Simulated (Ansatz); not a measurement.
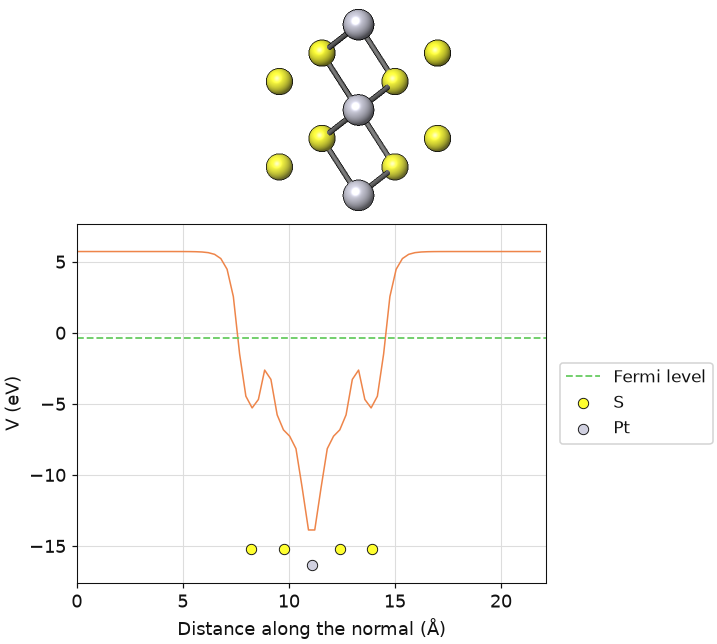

What does the plot show?

Plane-averaged electrostatic potential energy of an electron across the slab; circles at the bottom mark the heights of the atoms. The structure is drawn too. System: a (001) slab cut from PtS$_{2}$ (P-3m1), of composition PtS$_{4}$ (not the bulk's), ended by S planes, 5 atoms in the cell. Computed with Ansatz 0.2.0: DFT PBEsol, spin-orbit coupling, plane waves, PAW, 12×12×1 k mesh, 420 eV cutoff, Gaussian smearing of 0.05 eV.

The work function is 6.07 eV, the same on both faces. The two vacuum levels agree, so the slab has no net dipole along its normal. The outermost atoms are 5.7 Å apart, which leaves 16.4 Å of vacuum in a cell 22.1 Å high.
